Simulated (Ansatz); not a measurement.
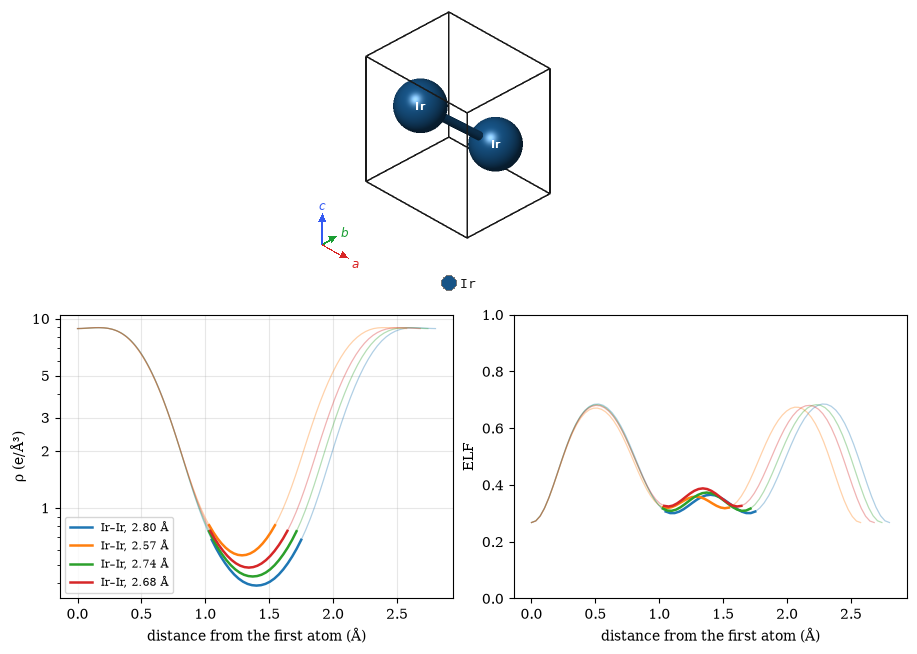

*Ir. Valence charge density (pseudo) and electron localisation function along straight lines between neighbouring atoms. Thin, pale parts lie inside the atomic spheres. The structure is drawn too.*

Space group P2₁/m; a structure from a database of computed crystals, not necessarily the ambient phase; changed on purpose from its base cell (strain -0.1500 x Voigt [0, 0, 0, 0, 0, 1], atoms carried along); computed without spin polarisation.

Method: Ansatz 0.2.0, DFT r2SCAN, scalar-relativistic, plane waves, PAW.

The density is the valence pseudo-density of a PAW calculation; it isn't the true density close to the nuclei.

Input file:

```
crystal:
  lattice:
    - [2.7513778946, -0.2063533421, 0.0]
    - [-1.5543961837, 2.4859398232, 0.0]
    - [0.0, 0.0, 4.46229]
  atoms:
    - { symbol: Ir, position: [0.6666666667, 0.3333333333, 0.75] }
    - { symbol: Ir, position: [0.3333333333, 0.6666666667, 0.25] }
basis:
  ecutwfc: 500
kpoints:
  mp_grid: { grid: [18, 18, 12] }
hamiltonian:
  xc: r2scan
scf:
  occupations: { method: gaussian, width: 0.15 }
output:
  forces: true
  stress: true
  eigenvalues: true
  write_density: true
  write_potential: true
  elf: true
  volumetric_format: npy
```

Run with:

```sh
ansatz run input.yaml --threads 1 --pin off --max-ram 2560MiB --backend cpu --events-out ev --progress --plain --runs-dir out
```

Below, planes, directions and counts refer to the conventional cell (a = 2.57 Å, b = 4.46 Å, c = 2.76 Å, α = 90.00°, β = 113.41°, γ = 90.00°).

Q: Compare the contacts.

A: Ir–Ir (2.80 Å): the density is about 0.39 e/Å³ at the midpoint; the ELF is about 0.35 at the midpoint.
Ir–Ir (2.57 Å): ρ is about 0.56 e/Å³ halfway; the ELF is about 0.35 at the midpoint.
Ir–Ir (2.74 Å): ρ at the midpoint is about 0.43 e/Å³; the ELF is about 0.35 at the midpoint.
Ir–Ir (2.68 Å): ρ at the midpoint is about 0.48 e/Å³; the ELF is about 0.40 at the midpoint.
